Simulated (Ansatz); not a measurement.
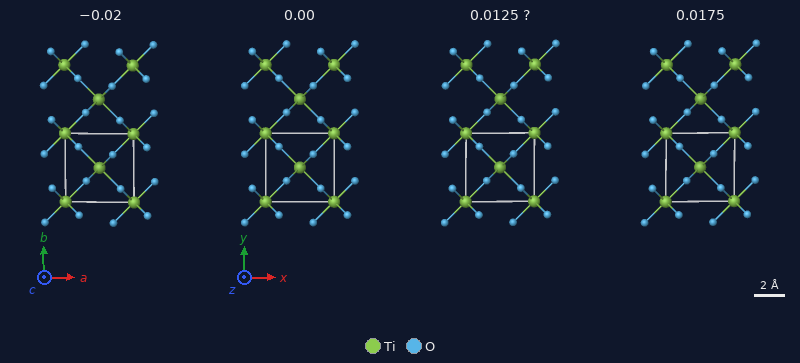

Crystalline TiO2 (P4_2/mnm): the cell is strained in shear in the xy plane, with the atoms kept at their fractional coordinates. x, y and z are the Cartesian axes of the input. A ball-and-stick model of the cell of the calculation, repeated 1 × 2 × 2 with one cell outlined, seen along the c axis.

Computed with DFT PBE, scalar-relativistic, plane waves, PAW (Ansatz 0.2.0). Set-up: plane-wave cutoff 420 eV; k-point mesh 6 × 6 × 10; occupations gaussian; smearing width 0.05 eV; no spin polarisation. Energies (free energies at the smearing named) are counted from the relaxed crystal.

| engineering shear strain | energy change (meV/atom) |
| --- | --- |
| −0.0200 | 2.80 |
| −0.0100 | 0.68 |
| 0.0000 | 0.00 |
| 0.0025 | 0.03 |
| 0.0050 | 0.16 |
| 0.0075 | 0.38 |
| 0.0125 | ? |
| 0.0150 | 1.57 |
| 0.0175 | 2.14 |

Q: Estimate the missing energy from the other rows, and compare with the calculation.

A: A straight line between the two neighbours gives 1.17 meV/atom. A cubic through the four nearest rows (0.0050, 0.0075, 0.0150, 0.0175) gives, with Lagrange weights, (−0.2000)(0.16) + (0.5000)(0.38) + (1.0000)(1.57) + (−0.3000)(2.14) = 1.09 meV/atom. The calculation gives 1.08 meV/atom, so the cubic is 0.01 meV/atom too high and the straight line 0.09 meV/atom too high, as the curve bends upwards here.

The whole profile:

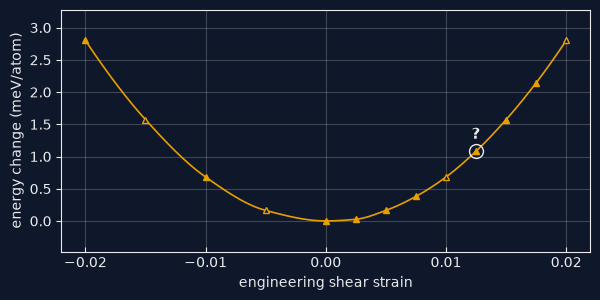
